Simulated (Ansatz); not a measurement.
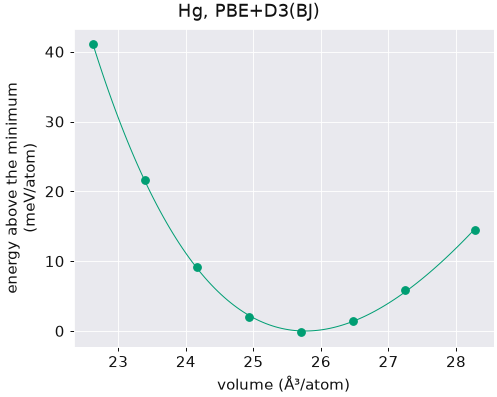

Plotted: energy above the minimum against volume for Hg, space group P6/mmm (No. 191).

Structure:
```cif
data_structure
_symmetry_space_group_name_H-M 'P 1'
_symmetry_Int_Tables_number 1
_cell_length_a 5.3261
_cell_length_b 5.3261
_cell_length_c 3.1389
_cell_angle_alpha 90.000
_cell_angle_beta 90.000
_cell_angle_gamma 120.000
_cell_volume 77.11
loop_
_atom_site_label
_atom_site_type_symbol
_atom_site_fract_x
_atom_site_fract_y
_atom_site_fract_z
_atom_site_occupancy
Hg1 Hg 0.33333 0.66667 0.50000 1
Hg2 Hg 0.00000 0.00000 0.00000 1
Hg3 Hg 0.66667 0.33333 0.50000 1
```

Computed with Ansatz 0.2.0: third-order Birch-Murnaghan fit to density functional energies at scaled volumes of the given relaxed cell, shape and atoms relaxed at each volume; energies count from the fitted minimum; plane waves with PAW datasets, Γ-centred k mesh. Level: PBE with D3(BJ), no spin polarisation.

wave cutoff 420 eV; k mesh 9×9×14; occupations Gaussian; smearing width 0.1 eV.

From this curve and the settings, what does the calculation give for the pressure at the same points?

The pressure falls from 4.92 GPa at volume 22.620 Å³/atom to −1.54 GPa at 28.275 Å³/atom, and changes sign near 25.7 Å³/atom.

```tsv
volume (Å³/atom)	pressure (GPa)
22.620	4.92
23.391	3.25
24.162	1.98
24.934	0.92
25.705	0.02
26.476	-0.65
27.247	-1.13
28.275	-1.54
```
